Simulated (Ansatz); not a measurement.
System: Mo.

```cif
data_structure
_symmetry_space_group_name_H-M 'P 1'
_symmetry_Int_Tables_number 1
_cell_length_a 4.4001
_cell_length_b 3.1114
_cell_length_c 9.3165
_cell_angle_alpha 90.000
_cell_angle_beta 99.058
_cell_angle_gamma 90.000
_cell_volume 125.96
loop_
_atom_site_label
_atom_site_type_symbol
_atom_site_fract_x
_atom_site_fract_y
_atom_site_fract_z
_atom_site_occupancy
Mo1 Mo 0.13043 0.50000 0.14130 1
Mo2 Mo 0.63043 0.00000 0.14130 1
Mo3 Mo 0.86957 0.50000 0.85870 1
Mo4 Mo 0.36957 0.00000 0.85870 1
Mo5 Mo 0.28986 0.50000 0.61957 1
Mo6 Mo 0.78986 0.00000 0.61957 1
Mo7 Mo 0.71014 0.50000 0.38043 1
Mo8 Mo 0.21014 0.00000 0.38043 1
```

Space group C2/m; a point of a scan over the structure, not its minimum; not relaxed (largest force 1.0 eV/Å); computed pressure about −6 GPa in this cell; computed without spin polarisation; PAW files of the earlier set (soft_1).

The calculation used DFT LDA, scalar-relativistic, plane waves, PAW (Ansatz).

**What will maps of the valence pseudo-density and electron localisation function show?**

Mo–Mo (2.70 Å): ρ at the midpoint is about 0.41 e/Å³; the ELF is about 0.35 at the midpoint.

**Metal or insulator at this level of theory?**

It is gapless in this calculation (a metal or semimetal).

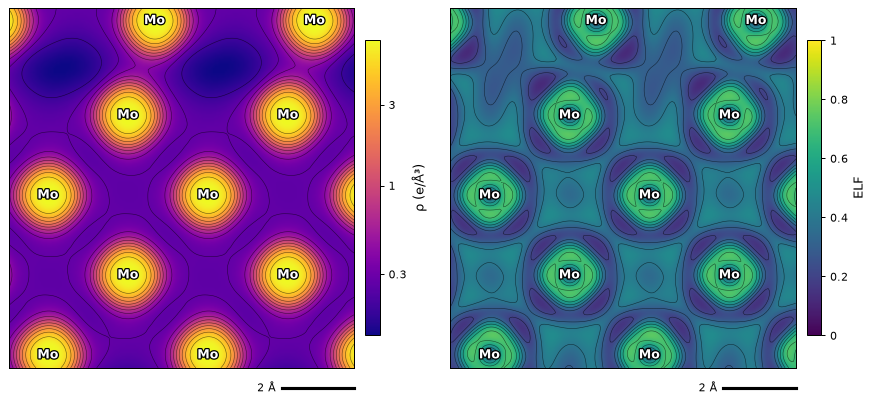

Computed valence pseudo-density and electron localisation function on the (010) plane of the conventional cell, in this order. 

In a PAW calculation such maps are meaningful between the atoms, not at the nuclei.
